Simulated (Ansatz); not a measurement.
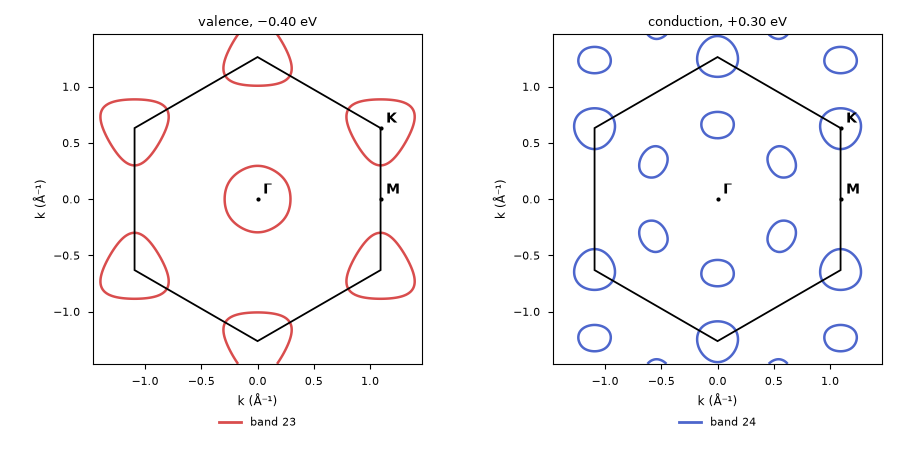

A single layer of WSe2 (space group of the slab cell P-6m2): constant-energy contours at both band edges (energies from each edge).

Computed with Ansatz, DFT PBE, scalar-relativistic, plane waves, PAW; levels and slopes on a dense k mesh at the converged density. No spin polarisation. The levels come from a k mesh of 72×72×1 points. The geometry was not relaxed. The cell comes from a database of computed structures, not from a measurement.

Masses come from a second pass at points close to the extrema; at the energies drawn a band may no longer be parabolic.

What kind of gap has this crystal, and what size does the calculation give?

The gap is direct, 1.53 eV at this level of theory, which underestimates gaps and can reorder valleys that lie close.

Give the valleys and their effective masses.

Valence band (extrema up to 0.40 eV from the edge): two equivalent maxima at K, mass 0.42 mₑ in all directions; one maximum at Γ, 0.27 eV below the edge, mass 4.21 mₑ in all directions. Band 23 forms the valence edge.
Conduction band (extrema up to 0.30 eV from the edge): two equivalent minima at K, mass 0.32 mₑ in all directions; six equivalent minima on the K–Γ line, 0.20 eV above the edge, principal masses 0.50 and 0.80 mₑ. Band 24 forms the conduction edge.

Spin-orbit coupling, left out here, can change the gap, its kind, the place of the band edges and the masses, since the compound holds W and Se.
